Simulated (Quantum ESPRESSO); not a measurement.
# C(111), Cl on both faces, 5 bilayers against a metal electrode, stepped through the charge of the slab, part 2 of 4

What law, if any, do the results for C(111), Cl on both faces, 5 bilayers against a metal electrode follow against the charge of the slab?

Quantum ESPRESSO 7.5; plane-wave DFT, PBE, GBRV ultrasoft pseudopotentials.

So far. Step 2 (Variable-cell relaxation of the reference):  The last row is no step: it is a fresh SCF in the final cell with a new plane-wave basis, -0 meV from the row before.

## Step 3: Relaxation with pw.x of the reference

What the set-up leaves free in this member is relaxed.

System of this step: C(111), Cl on both faces, 5 bilayers. The cell holds 12 atoms: 2 Cl and 10 C. Its edges and angles: a = 2.525 Å, b = 2.525 Å, c = 27.331 Å, α = 90.0°, β = 90.0°, γ = 120.0°. It derives from C. Vacuum lies along c.

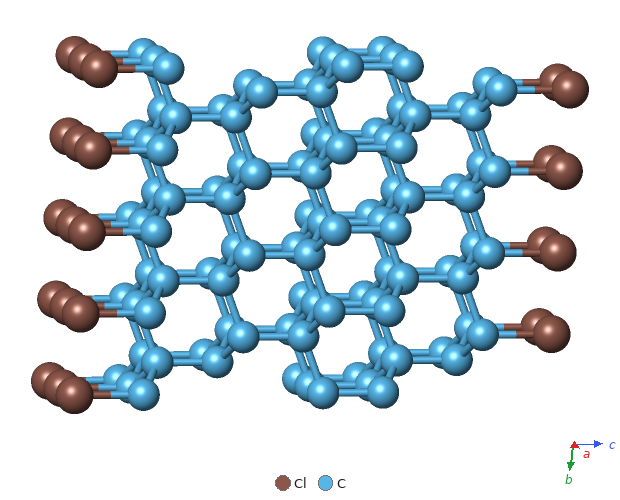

The cell of this step (chlorine brown, carbon blue). 2×4×1 cells are drawn. Some periodic images of atoms are drawn too.

ref.relax.in

```
&control
  prefix = 'ref.relax'
  outdir = './out'
  pseudo_dir = './pseudo'
  nstep = 40
  forc_conv_thr = 0.001
  calculation = 'relax'
/
&system
  ibrav = 0
  nat = 12
  ntyp = 2
  ecutwfc = 40
  ecutrho = 200
  occupations = 'smearing'
  smearing = 'fd'
  degauss = 0.004
/
&electrons
  conv_thr = 1e-08
  mixing_beta = 0.4
  electron_maxstep = 120
  mixing_mode = 'local-TF'
/
&ions
/
ATOMIC_SPECIES
  Cl  35.4500  cl_pbe_v1.4.uspp.F.UPF
  C   12.0110  c_pbe_v1.2.uspp.F.UPF
CELL_PARAMETERS angstrom
  2.52546400400000 0.00000000000000 0.00000000000000
  -1.26273200200000 2.18711598395179 0.00000000000000
  0.00000000000000 0.00000000000000 27.33148362559374
ATOMIC_POSITIONS crystal
  Cl  0.000000000000 0.000000000000 0.274525695959
  C   0.000000000000 0.000000000000 0.339679794467
  C   0.333333333300 0.666666666700 0.358540995118
  C   0.333333333300 0.666666666700 0.415124597071
  C   0.666666666700 0.333333333300 0.433985797722
  C   0.666666666700 0.333333333300 0.490569399675
  C   0.000000000000 0.000000000000 0.509430600325
  C   0.000000000000 0.000000000000 0.566014202278
  C   0.333333333300 0.666666666700 0.584875402929
  C   0.333333333300 0.666666666700 0.641459004882
  C   0.666666666700 0.333333333300 0.660320205533
  Cl  0.666666666700 0.333333333300 0.725474304041
K_POINTS automatic
  12 12 1 0 0 0
```

The run is started by

```sh
OMP_NUM_THREADS=1 mpirun -n 4 pw.x -nk 4 -in ref.relax.in > ref.relax.out
```

What it wrote:

```text
[banner, memory and clock lines left out]
Program PWSCF v.7.5 starts

          URL

     Message from routine setup:
     using ibrav=0 with symmetry is DISCOURAGED, use correct ibrav instead

     G-vector sticks info

     bravais-lattice index     =            0
     lattice parameter (alat)  =       4.7724  a.u.
     unit-cell volume          =    1018.7622 (a.u.)^3
     number of atoms/cell      =           12
     number of atomic types    =            2
     number of electrons       =        54.00
     number of Kohn-Sham states=           32
     kinetic-energy cutoff     =      40.0000  Ry
     charge density cutoff     =     200.0000  Ry
     scf convergence threshold =      1.0E-08
     mixing beta               =       0.4000
     number of iterations used =            8  local-TF  mixing
     energy convergence thresh.=      1.0E-04
     force convergence thresh. =      1.0E-03
     Exchange-correlation= SLA  PW   PBE  PBE
                           (   1   4   3   4   0   0   0)
     nstep                     =           40

     celldm(1)=   4.772435  celldm(2)=   0.000000  celldm(3)=   0.000000
     celldm(4)=   0.000000  celldm(5)=   0.000000  celldm(6)=   0.000000

     crystal axes: (cart. coord. in units of alat)
               a(1) = (   1.000000   0.000000   0.000000 )
               a(2) = (  -0.500000   0.866025   0.000000 )
               a(3) = (   0.000000   0.000000  10.822361 )

     reciprocal axes: (cart. coord. in units 2 pi/alat)
               b(1) = (  1.000000  0.577350 -0.000000 )
               b(2) = (  0.000000  1.154701  0.000000 )
               b(3) = (  0.000000 -0.000000  0.092401 )

     PseudoPot. # 1 for Cl read from file:
     ./pseudo/cl_pbe_v1.4.uspp.F.UPF
     Pseudo is Ultrasoft + core correction, Zval =  7.0
     Generated by new atomic code, or converted to UPF format
     Using radial grid of  909 points,  6 beta functions with:
                l(1) =   0
                l(2) =   0
                l(3) =   1
                l(4) =   1
                l(5) =   2
                l(6) =   2
     Q(r) pseudized with  8 coefficients,  rinner =    1.300   1.300   1.300
                                                       1.300   1.300

     PseudoPot. # 2 for C  read from file:
     ./pseudo/c_pbe_v1.2.uspp.F.UPF
     Pseudo is Ultrasoft + core correction, Zval =  4.0
     Generated by new atomic code, or converted to UPF format
     Using radial grid of  721 points,  4 beta functions with:
                l(1) =   0
                l(2) =   0
                l(3) =   1
                l(4) =   1
     Q(r) pseudized with  8 coefficients,  rinner =    1.100   1.100   1.100

     atomic species   valence    mass     pseudopotential
     Cl                7.00    35.45000     Cl( 1.00)
     C                 4.00    12.01100     C ( 1.00)

     12 Sym. Ops., with inversion, found ( 6 have fractional translation)

   Cartesian axes

     site n.     atom                  positions (alat units)
         1        Cl     tau(   1) = (   0.0000000   0.0000000   2.9710162  )
         2        C      tau(   2) = (   0.0000000   0.0000000   3.6761374  )
         3        C      tau(   3) = (  -0.0000000   0.5773503   3.8802602  )
         4        C      tau(   4) = (  -0.0000000   0.5773503   4.4926283  )
         5        C      tau(   5) = (   0.5000000   0.2886751   4.6967511  )
         6        C      tau(   6) = (   0.5000000   0.2886751   5.3091192  )
         7        C      tau(   7) = (   0.0000000   0.0000000   5.5132420  )
         8        C      tau(   8) = (   0.0000000   0.0000000   6.1256101  )
         9        C      tau(   9) = (  -0.0000000   0.5773503   6.3297329  )
        10        C      tau(  10) = (  -0.0000000   0.5773503   6.9421010  )
        11        C      tau(  11) = (   0.5000000   0.2886751   7.1462238  )
        12        Cl     tau(  12) = (   0.5000000   0.2886751   7.8513450  )

     number of k points=    19  Fermi-Dirac smearing, width (Ry)=  0.0040
                       cart. coord. in units 2pi/alat
        k(    1) = (   0.0000000   0.0000000   0.0000000), wk =   0.0138889
        k(    2) = (   0.0000000   0.0962250   0.0000000), wk =   0.0833333
        k(    3) = (   0.0000000   0.1924501   0.0000000), wk =   0.0833333
        k(    4) = (   0.0000000   0.2886751   0.0000000), wk =   0.0833333
        k(    5) = (   0.0000000   0.3849002   0.0000000), wk =   0.0833333
        k(    6) = (   0.0000000   0.4811252   0.0000000), wk =   0.0833333
        k(    7) = (   0.0000000  -0.5773503   0.0000000), wk =   0.0416667
        k(    8) = (   0.0833333   0.1443376   0.0000000), wk =   0.0833333
        k(    9) = (   0.0833333   0.2405626   0.0000000), wk =   0.1666667
        k(   10) = (   0.0833333   0.3367877   0.0000000), wk =   0.1666667
        k(   11) = (   0.0833333   0.4330127   0.0000000), wk =   0.1666667
        k(   12) = (   0.0833333   0.5292377   0.0000000), wk =   0.1666667
        k(   13) = (   0.1666667   0.2886751   0.0000000), wk =   0.0833333
        k(   14) = (   0.1666667   0.3849002   0.0000000), wk =   0.1666667
        k(   15) = (   0.1666667   0.4811252   0.0000000), wk =   0.1666667
        k(   16) = (   0.1666667   0.5773503   0.0000000), wk =   0.0833333
        k(   17) = (   0.2500000   0.4330127   0.0000000), wk =   0.0833333
        k(   18) = (   0.2500000   0.5292377   0.0000000), wk =   0.1666667
        k(   19) = (   0.3333333   0.5773503   0.0000000), wk =   0.0277778

     Dense  grid:    48785 G-vectors     FFT dimensions: (  24,  24, 240)

     Smooth grid:    34995 G-vectors     FFT dimensions: (  24,  24, 216)

     Initial potential from superposition of free atoms

     starting charge      53.9996, renormalised to      54.0000

     negative rho (up, down):  2.983E-02 0.000E+00
     Starting wfcs are   48 randomized atomic wfcs

     per-process dynamical memory:    55.0 Mb

     Self-consistent Calculation

     iteration #  1     ecut=    40.00 Ry     beta= 0.40
     Davidson diagonalization with overlap
     ethr =  1.00E-02,  avg # of iterations =  2.6

     negative rho (up, down):  3.007E-02 0.000E+00

     total energy              =    -181.08546911 Ry
     estimated scf accuracy    <       0.77662060 Ry

     iteration #  2     ecut=    40.00 Ry     beta= 0.40
     Davidson diagonalization with overlap
     ethr =  1.44E-03,  avg # of iterations =  1.4

     negative rho (up, down):  3.056E-02 0.000E+00

     total energy              =    -180.94755543 Ry
     estimated scf accuracy    <       0.42172537 Ry

[...]
-7.7137  -7.1744  -6.2230  -5.0605  -4.0947  -2.8248  -2.3805  -1.9042
    -1.7093  -1.4507  -1.2330  -0.7347  -0.6309   0.1547   0.3456   1.0018
     1.1091   5.5787   5.5847   8.4064   8.8972   9.4599   9.6185  10.1463

          k = 0.0000-0.5774 0.0000 (  4384 PWs)   bands (ev):

   -11.7558 -11.7217 -11.5715 -11.2188 -10.5323  -9.5711  -8.9776  -8.4491
    -8.1196  -7.2715  -6.8696  -6.3249  -3.6383  -3.1723  -2.5629  -2.0605
    -1.7630  -1.6051  -1.5007  -1.0417  -0.8862   0.0065   0.1031   0.8561
     0.9347   5.4497   5.4556   8.8057   8.8744   9.2631   9.5953  10.0675

          k = 0.0833 0.1443 0.0000 (  4339 PWs)   bands (ev):

   -16.6751 -16.2339 -15.5335 -14.5865 -13.4024 -12.0289 -11.1029  -7.5441
    -5.5307  -3.4925  -1.5031  -0.5889  -0.4159  -0.0961   0.4093   0.4545
     0.7085   1.0630   1.4450   1.7076   2.1766   2.4353   2.9576   5.5565
     5.5710   7.1369   7.1522   7.8967   7.9851  10.0391  10.0736  10.3590

          k = 0.0833 0.2406 0.0000 (  4325 PWs)   bands (ev):

   -16.0017 -15.5671 -14.8766 -13.9406 -12.7683 -11.4094 -10.5029  -6.9934
    -5.0455  -3.1870  -2.5615  -2.2716  -1.7569  -1.4087  -0.9984  -0.5625
    -0.3418   0.0682   0.4308   0.8212   0.9429   1.7058   2.4823   3.7319
     3.7510   6.3232   6.3268   8.1492   8.2155   9.8332  10.6921  10.8879

          k = 0.0833 0.3368 0.0000 (  4340 PWs)   bands (ev):

   -15.0045 -14.5850 -13.9176 -13.0085 -11.8652 -10.5388  -9.6440  -6.4206
    -5.2109  -4.5072  -4.2896  -3.6064  -3.0910  -2.4486  -2.0094  -1.4726
    -1.0574  -0.9176  -0.7301   0.0610   0.3444   1.0030   1.4921   1.8782
     2.1379   5.5406   5.5468   8.4076   8.5413   9.6460  10.5438  11.1831

          k = 0.0833 0.4330 0.0000 (  4367 PWs)   bands (ev):

   -13.7096 -13.3284 -12.7209 -11.8841 -10.8227  -9.5869  -8.6573  -7.3589
    -7.0350  -6.3047  -5.3059  -4.3993  -4.1667  -2.9498  -2.2680  -2.0825
    -1.7833  -1.5342  -1.1482  -0.7501  -0.4298   0.1058   0.4761   0.7612
     1.3819   4.9686   4.9733   8.6252   8.9476   9.7692  10.3739  10.9572

          k = 0.0833 0.5292 0.0000 (  4376 PWs)   bands (ev):

   -12.2126 -11.9772 -11.5828 -11.0302 -10.3334  -9.4130  -8.7028  -8.2376
    -7.9857  -7.1309  -6.8566  -5.7959  -3.6955  -2.9531  -2.6552  -2.6104
    -2.1098  -1.6217  -1.5139  -1.2699  -1.0456  -0.3268  -0.0361   0.5248
     0.8875   4.6714   4.6750   8.8888   9.2935   9.9872  10.0835  10.7579

          k = 0.1667 0.2887 0.0000 (  4327 PWs)   bands (ev):

   -15.1694 -14.7465 -14.0738 -13.1584 -12.0082 -10.6744  -9.7798  -6.4431
    -4.7568  -3.8104  -3.6083  -3.4215  -3.0267  -2.3794  -2.2280  -1.6041
    -0.9906  -0.9740  -0.7473  -0.1889  -0.0386   0.6972   1.9652   2.4140
     2.4444   4.9564   4.9775   8.5476   8.6166  10.5287  10.7698  11.5246

          k = 0.1667 0.3849 0.0000 (  4358 PWs)   bands (ev):

   -14.0271 -13.6311 -12.9998 -12.1333 -11.0362  -9.7606  -8.8454  -6.5256
    -5.9948  -5.3369  -4.6050  -4.3806  -3.7949  -3.3190  -2.7189  -2.4424
    -2.1405  -1.7269  -1.4523  -1.0083  -0.5498  -0.0798   0.7440   1.1778
     1.5263   3.8288   3.8536   8.9285   9.0327  10.4131  11.2140  11.7501

          k = 0.1667 0.4811 0.0000 (  4362 PWs)   bands (ev):

   -12.6236 -12.3045 -11.7883 -11.0598 -10.1368  -9.0978  -8.0624  -7.8223
    -7.4088  -6.9293  -6.0446  -5.1395  -3.9275  -3.6995  -3.2983  -3.0391
    -2.4539  -2.2524  -1.5571  -1.3895  -1.0523  -0.7443  -0.2108   0.3848
     0.7892   3.1742   3.2023   9.1570   9.4454  10.4273  11.2098  11.8654

          k = 0.1667 0.5774 0.0000 (  4372 PWs)   bands (ev):

   -11.3573 -11.3326 -11.1309 -10.8262 -10.1881  -9.3127  -8.5275  -8.0496
    -7.7011  -7.0084  -6.6408  -6.1701  -3.9738  -3.9460  -3.4869  -2.8615
    -2.6988  -2.4138  -1.7384  -1.3124  -1.2675  -1.0516  -0.4508   0.2445
     0.3181   2.9639   2.9926   9.2121   9.6831  10.4385  11.2051  11.7925

          k = 0.2500 0.4330 0.0000 (  4361 PWs)   bands (ev):

   -12.7687 -12.4296 -11.8827 -11.1130 -10.1278  -8.9968  -7.9244  -7.2055
    -6.8538  -6.4628  -5.8783  -5.1554  -4.2218  -4.0974  -3.5154  -3.2772
    -2.8292  -2.6079  -2.0025  -1.1437  -1.0099  -0.7778   0.1039   0.5376
     0.7573   2.2875   2.3261   9.3497   9.4500  10.5921  11.1991  11.7728

          k = 0.2500 0.5292 0.0000 (  4374 PWs)   bands (ev):

   -11.3547 -11.2039 -10.8581 -10.3312  -9.7339  -9.1106  -7.8717  -7.5087
    -7.3249  -7.0624  -6.7178  -6.1511  -4.8476  -4.7167  -4.1385  -3.9783
    -2.9489  -2.6305  -2.0153  -1.4656  -0.8010  -0.6967  -0.5207  -0.0802
     0.0873   1.4547   1.4877   9.4978   9.7972  10.5261  11.1794  11.9267

          k = 0.3333 0.5774 0.0000 (  4359 PWs)   bands (ev):

   -10.6446 -10.6446  -9.8799  -9.8799  -9.8648  -9.7958  -7.4561  -7.4561
    -7.3184  -6.9772  -6.9772  -6.8829  -5.1132  -5.1132  -4.5790  -4.1796
    -4.1796  -2.1572  -1.5475  -1.3982  -1.3982  -0.3027  -0.3027  -0.0581
    -0.0581   0.3346   0.4587   9.7394   9.7394  11.0454  11.0510  11.0510

     the Fermi energy is     7.7290 ev

!    total energy              =    -180.98778902 Ry
     estimated scf accuracy    <          5.2E-11 Ry
     smearing contrib. (-TS)   =      -0.00088259 Ry
     internal energy E=F+TS    =    -180.98690643 Ry

     The total energy is F=E-TS. E is the sum of the following terms:
     one-electron contribution =   -3751.84067458 Ry
     hartree contribution      =    1899.23630921 Ry
     xc contribution           =     -56.06023206 Ry
     ewald contribution        =    1727.67769100 Ry

     convergence has been achieved in  10 iterations

     negative rho (up, down):  2.941E-02 0.000E+00

     Forces acting on atoms (cartesian axes, Ry/au):

     atom    1 type  1   force =    -0.00000000   -0.00000000    0.00033508
     atom    2 type  2   force =    -0.00000000   -0.00000000    0.00079580
     atom    3 type  2   force =    -0.00000000   -0.00000000    0.00011460
     atom    4 type  2   force =     0.00000000    0.00000000    0.00034685
     atom    5 type  2   force =     0.00000000    0.00000000   -0.00020597
     atom    6 type  2   force =     0.00000000    0.00000000   -0.00023541
     atom    7 type  2   force =     0.00000000   -0.00000000    0.00023541
     atom    8 type  2   force =    -0.00000000    0.00000000    0.00020597
     atom    9 type  2   force =     0.00000000    0.00000000   -0.00034685
     atom   10 type  2   force =    -0.00000000   -0.00000000   -0.00011460
     atom   11 type  2   force =     0.00000000    0.00000000   -0.00079580
     atom   12 type  1   force =     0.00000000    0.00000000   -0.00033508

     Total force =     0.001398     Total SCF correction =     0.000027
     Energy error            =      4.9E-06 Ry
     Gradient error          =      8.0E-04 Ry/Bohr

     bfgs converged in   5 scf cycles and   4 bfgs steps
     (criteria: energy <  1.0E-04 Ry, force <  1.0E-03 Ry/Bohr)

     End of BFGS Geometry Optimization

     Final energy             =    -180.9877890238 Ry

     File ./out/ref.relax.bfgs deleted, as requested
Begin final coordinates

ATOMIC_POSITIONS (crystal)
Cl               0.0000000000        0.0000000000        0.2750397331
C               -0.0000000000        0.0000000000        0.3397721608
C                0.3333333333        0.6666666667        0.3580807513
C                0.3333333333        0.6666666667        0.4150283296
C                0.6666666667        0.3333333333        0.4338613557
C                0.6666666667        0.3333333333        0.4905765967
C               -0.0000000000        0.0000000000        0.5094234033
C                0.0000000000       -0.0000000000        0.5661386443
C                0.3333333333        0.6666666667        0.5849716704
C                0.3333333333        0.6666666667        0.6419192487
C                0.6666666667        0.3333333333        0.6602278392
Cl               0.6666666667        0.3333333333        0.7249602669
End final coordinates

     XML data file, charge density, pseudopotentials, collected wavefunctions

                                        0.00s GPU  (    1699 calls)
```

Wall time 2.8 min (4 MPI ranks of Arm Neoverse V1, shared host); peak memory 0.48 GiB; 11 min of CPU time.

Step by step:

| step | energy less that of the first step (eV) | largest force (eV/Å) |
| --- | --- | --- |
| 1 | 0.0000 | 0.6853 |
| 2 | -0.0115 | 0.1273 |
| 3 | -0.0128 | 0.0884 |
| 4 | -0.0136 | 0.0393 |
| 5 | -0.0136 | 0.0205 |

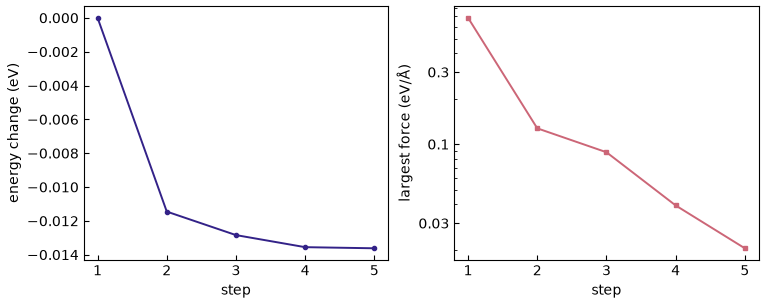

Energy and largest force along the relaxation.

The atoms that moved most (Å):

| atom | dx | dy | dz | length |
| --- | --- | --- | --- | --- |
| Cl1 | 0.000 | 0.000 | 0.014 | 0.014 |
| Cl12 | 0.000 | 0.000 | -0.014 | 0.014 |
| C10 | 0.000 | 0.000 | 0.013 | 0.013 |
| C3 | 0.000 | 0.000 | -0.013 | 0.013 |

The relaxation lowers the energy by 1 meV an atom.

This step gave:

| Item | Value |
| --- | --- |
| free energy | -2462.4643 eV |
| energy at zero smearing | -2462.4583 eV |
| Fermi energy | 7.729 eV |

(Continued in part 3 of 4.)

[Logs are printed without paths, hosts, clocks, repeated set-up lines and the standing remarks that a program may print on its own settings, such as how far it seeks lower states.]

[Hosts, paths, dates, database ids (printed as entryN), source tags and the programs' standing remarks are cut or masked in the printed files.]

[Maps of the electrostatic potential energy from Ansatz leave out the sawtooth potential of an applied field or a dipole correction, so their vacuum need not be flat; planar profiles and work functions include it.]
